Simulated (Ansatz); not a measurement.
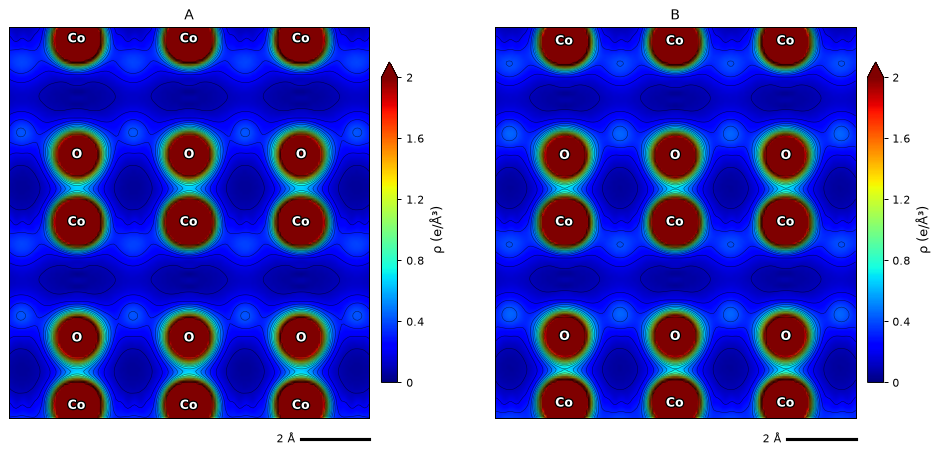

CoO. The valence charge density (pseudo) of two cells that differ in size, on the (100) plane of each (indices in the axes of the calculation cell), at one length scale and on one colour scale: A has 12.3 Å³ an atom and B 11.8.

Space group P6₃mc; a structure from a database of computed crystals, not necessarily the ambient phase; the program warned that a starting moment wasn't kept; spin-polarised.

Method: Ansatz, Kohn-Sham DFT of a periodic cell, LDA, Ansatz PAW.

In a PAW calculation such maps are meaningful between the atoms, not at the nuclei.

What changes from the larger cell to the smaller?

From the larger cell to the smaller, Co–O goes from 1.96 to 1.94 Å, and the density at its midpoint from 0.65 to 0.69 e/Å³; the pressure goes from −23 to −20 GPa.
